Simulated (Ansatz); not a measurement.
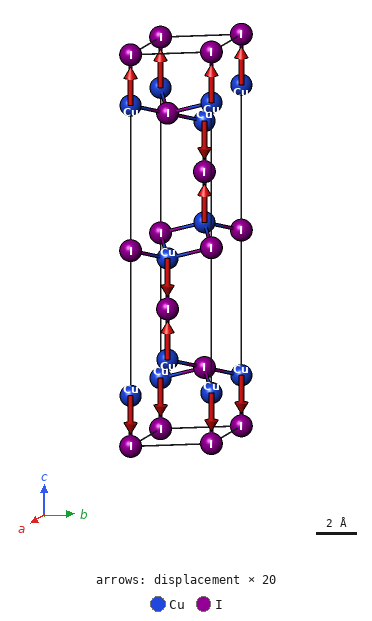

This is a relaxation of a crystal of CuI (set up in R-3m) (coarse preliminary run). The starting structure is drawn; red arrows show the displacements (the part carried along by the change of the cell is left out), 20 times their true length.

Style: ball-and-stick. Shown: the conventional cell (3 times the calculation's cell), slightly off an axis. Lengths and directions refer to the drawn axes.

Theory: DFT PBE, scalar-relativistic, plane waves, PAW in Ansatz 0.2.0.

Input file:
```yaml
crystal:
  lattice:
    - [2.0775, 1.1994451842, 6.8266666667]
    - [-2.0775, 1.1994451842, 6.8266666667]
    - [0.0, -2.3988903685, 6.8266666667]
  atoms:
    - { symbol: Cu, position: [0.1293, 0.1293, 0.1293] }
    - { symbol: Cu, position: [0.8707, 0.8707, 0.8707] }
    - { symbol: I, position: [0.0, 0.0, 0.0] }
    - { symbol: I, position: [0.5, 0.5, 0.5] }
basis:
  ecutwfc: 420
kpoints:
  mp_grid: { grid: [6, 6, 6] }
hamiltonian:
  xc: pbe
scf:
  occupations: { method: gaussian, width: 0.1 }
output:
  forces: true
  stress: true
  eigenvalues: true
relax:
  adjacent_minimum: "off"
  f_tol: 0.05
  max_steps: 80
  cell: { stress_tol: 0.5 }
```

Command:
```bash
ansatz run input.yaml --threads 1 --pin off --max-ram 2560MiB --backend cpu --events-out ev --progress --plain --runs-dir out
```

### What did the optimiser do to the structure, and how much energy did it gain?

Over 4 accepted moves (5 points after the start) the energy falls by 0.525 eV per cell of the calculation. The largest force component goes from 1 to 0.014 eV/Å. The pressure goes from 6.88 to 0.01 GPa. The SCF was repeated once at an unchanged geometry on a basis and grid sized afresh for the cell, which shifted the energy by 4.7 meV per cell of the calculation at most. The largest moves relative to the cell, 0.10 Å, are those of Cu1 and Cu2. Cu2 goes along +c. I stays in place. The drawn cell changes as follows: a = b 4.155 → 4.469 Å (+7.5 %), c 20.480 → 20.417 Å (−0.3 %); the volume changes by +15.3 %. Some distances before and after: Cu1–I4 2.518 → 2.721 Å, Cu1–I3 2.648 → 2.537 Å. The space group stays R-3m (No. 166). Cost: 58 s on 1 thread of Arm Neoverse V1, on a shared host, peak memory 0.45 GiB.
